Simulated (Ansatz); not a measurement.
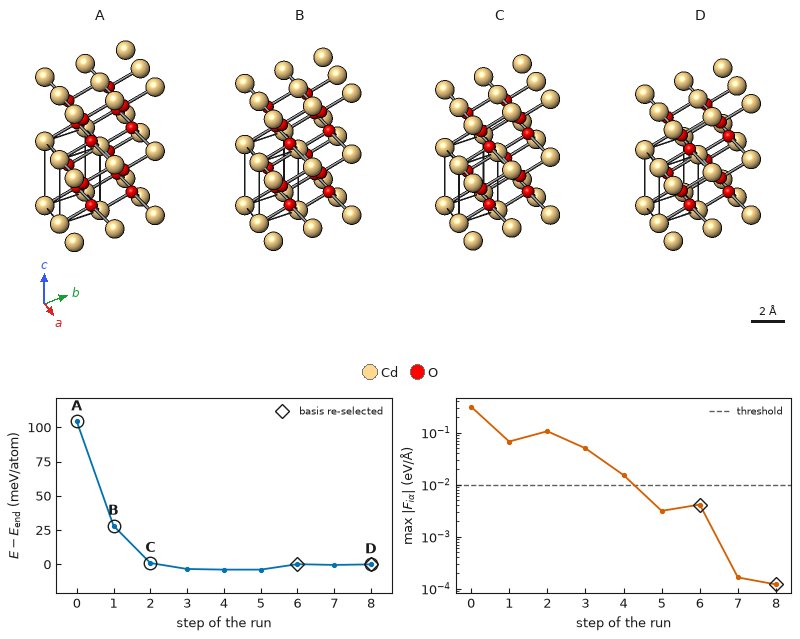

Frames of a relaxation of crystalline CdO₂ (set up in P-3m1), marked on the history of the run. Style: ball-and-stick. Shown: the cell of the calculation, repeated 2 × 2 × 2 with one cell outlined, slightly off an axis.

The run lets cell and atoms move.

Computed with Kohn-Sham DFT of a periodic cell, PBEsol, Ansatz PAW (Ansatz).

Input file:
```yaml
crystal:
  lattice:
    - [3.4762295762, 0.0, 0.0]
    - [-1.7381147881, 3.0105031223, 0.0]
    - [0.0, 0.0, 4.148076]
  atoms:
    - { symbol: Cd, position: [0.0, 0.0, 0.0] }
    - { symbol: O, position: [0.3333333333, 0.6666666667, 0.244219] }
    - { symbol: O, position: [0.6666666667, 0.3333333333, 0.755781] }
hamiltonian:
  xc: pbesol
  pseudopotentials: { kind: paw }
kpoints:
  mp_grid: { grid: [9, 9, 7] }
scf:
  occupations: { method: fermi_dirac, width: 0.05 }
output:
  forces: true
  stress: true
  eigenvalues: true
relax:
  f_tol: 0.01
  max_steps: 40
  cell: { stress_tol: 0.05 }
```

Command:
```bash
ansatz run input.yaml --threads 2 --pin off --max-ram 5632MiB --backend cpu --events-out ev --progress --plain --runs-dir out
```

Q: Describe the path.

A: After 6 accepted moves (8 points after the start) the energy has fallen by 104 meV per atom. The largest force component goes from 0.32 to 0.00012 eV/Å. Pressure: −10.58 GPa at the start and −0.04 GPa at the end. At 2 points the geometry stayed and the basis and grid were re-selected for the new cell (energy shift of 4.0 meV per atom at most each time). The largest moves relative to the cell, 0.13 Å, are those of O atoms. Cd stays in place. Cell: a = b 3.476 → 3.354 Å (−3.5 %), c 4.148 → 3.598 Å (−13.3 %). Volume −19.3 %. Some distances before and after: Cd–O 2.248 → 2.185 Å. The space group stays P-3m1 (No. 164). From step 0 to 1: O atoms move most (0.05 Å), volume −10.8 %, energy −76.2 meV per atom. From step 1 to 2: O atoms move most (0.06 Å), volume −7.4 %, energy −27.2 meV per atom. From step 2 to 8: O atoms move most (0.02 Å), volume −2.3 %, energy −1.0 meV per atom.

| step | E − E(0), meV/atom | largest force component, eV/Å | pressure, GPa | volume, Å³/atom | note |
| --- | --- | --- | --- | --- | --- |
| 0 | 0.00 | 0.3162 | -10.58 | 14.470 |  |
| 1 | -76.18 | 0.0675 | -4.07 | 12.914 |  |
| 2 | -103.34 | 0.1065 | 0.27 | 11.959 |  |
| 3 | -107.71 | 0.0501 | 1.77 | 11.522 |  |
| 4 | -108.18 | 0.0153 | 0.07 | 11.756 |  |
| 5 | -108.18 | 0.0031 | 0.03 | 11.761 |  |
| 6 | -104.20 | 0.0041 | -0.61 | 11.761 | same geometry, new basis |
| 7 | -104.74 | 0.0002 | 0.00 | 11.681 |  |
| 8 | -104.34 | 0.0001 | -0.04 | 11.681 | same geometry, new basis |
